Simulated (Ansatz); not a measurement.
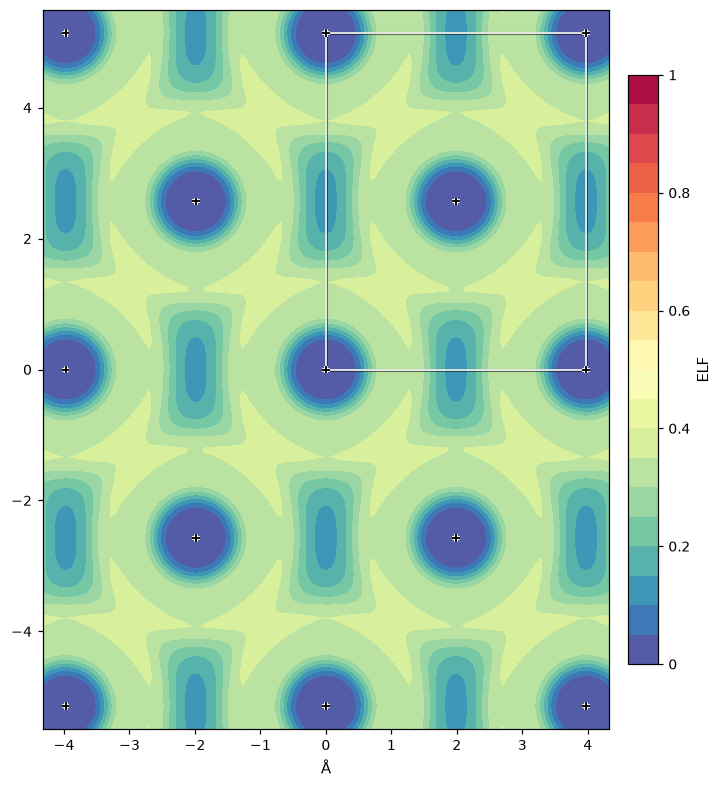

The ELF on a plane through atoms (crosses mark nuclei in the plane).

The calculation used Kohn-Sham DFT of a periodic cell, PBEsol, Ansatz PAW in Ansatz.

Candidates:
A. AlO2, a = 2.92 Å, b = 10.59 Å, c = 3.57 Å, α = 90.00°, β = 90.00°, γ = 90.00°. Space group Cmcm; a structure from a database of computed crystals, not necessarily the ambient phase; not relaxed (largest force 1.2 eV/Å); computed pressure about 6 GPa in this cell.
B. Sn, a = 3.98 Å, b = 3.98 Å, c = 3.25 Å, α = 90.00°, β = 90.00°, γ = 90.00°. Space group I4/mmm; a structure from a database of computed crystals, not necessarily the ambient phase.
C. TiO, a = 4.99 Å, b = 4.99 Å, c = 2.87 Å, α = 90.00°, β = 90.00°, γ = 120.00°. Space group P-62m; a structure from a database of computed crystals, not necessarily the ambient phase; computed pressure about −6 GPa in this cell.

Q: Which system is this?

A: Candidate B: Sn on the (101̄) plane of the conventional cell, which holds Sn. Sn–Sn (3.25 Å): the ELF is about 0.35 at the midpoint.
